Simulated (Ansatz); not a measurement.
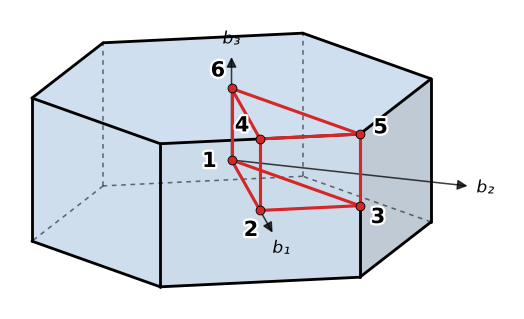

Crystal: TaN, the end point of a relaxation with DFT PBE, scalar-relativistic, plane waves, PAW (Ansatz). The first Brillouin zone of a primitive hexagonal lattice (hP; extended symbol hP2) is drawn with its special points numbered. Symmetry computed with spglib at a tolerance of 0.002 Å; standard conventional cell.

a = 2.917 Å, b = 2.917 Å, c = 5.915 Å, α = 90.00°, β = 90.00°, γ = 120.00°.

Labels and path follow the convention of Hinuma et al. (2017), as computed by seekpath; the arrows show the directions of the reciprocal primitive vectors b₁, b₂, b₃, in which coordinates are given.

Q: Give the label and coordinates of each numbered point.

A:
```
no.  label      coordinates
  1      Γ        (0, 0, 0)
  2      M      (1/2, 0, 0)
  3      K    (1/3, 1/3, 0)
  4      L    (1/2, 0, 1/2)
  5      H  (1/3, 1/3, 1/2)
  6      A      (0, 0, 1/2)
```
